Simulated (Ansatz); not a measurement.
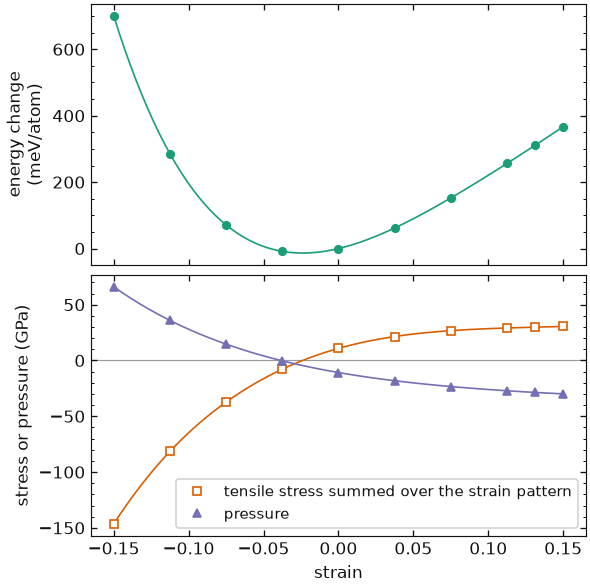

The picture above shows the energy change, tensile stress summed over the strain pattern and pressure against strain for Pt, space group P6_3/mmc (No. 194).

Starting cell:
```yaml
crystal:
  lattice:
    - [2.76067, 0.00000, 0.00000]
    - [-1.38033, 2.39081, 0.00000]
    - [0.00000, 0.00000, 4.79213]
  atoms:
    - { symbol: Pt, position: [0.66667, 0.33333, 0.75000] }
    - { symbol: Pt, position: [0.33333, 0.66667, 0.25000] }
```

Computed with Ansatz 0.2.0: homogeneous strain of a crystal along one Voigt pattern with engineering shear, fractional coordinates fixed, by plane-wave density functional theory with PAW datasets, free energies less that of the undisturbed cell, pressure positive in compression; scalar-relativistic. Level: PBEsol, no spin polarisation.

wave cutoff 420 eV; k mesh 18×18×10; occupations Gaussian; smearing width 0.15 eV; k shift (0, 0, 0) (mesh steps); start as given; strain pattern (1, 0, 0, 0, 0, 0) (xx yy zz yz xz xy with engineering shear).

Is the given structure stable along this path?

No: the energy falls towards negative values, so the start isn't a stationary minimum along this path.

Where is the energy change lowest, and are there other minima?

The lowest computed point is at strain −0.0375 (−8 meV/atom), in a single well.

Read off the course of the tensile stress summed over the strain pattern.

It rises from −147 GPa at strain −0.1500 to 30 GPa at 0.1500, and changes sign near −0.022.

Limits of the calculation: reference crystal is not relaxed.
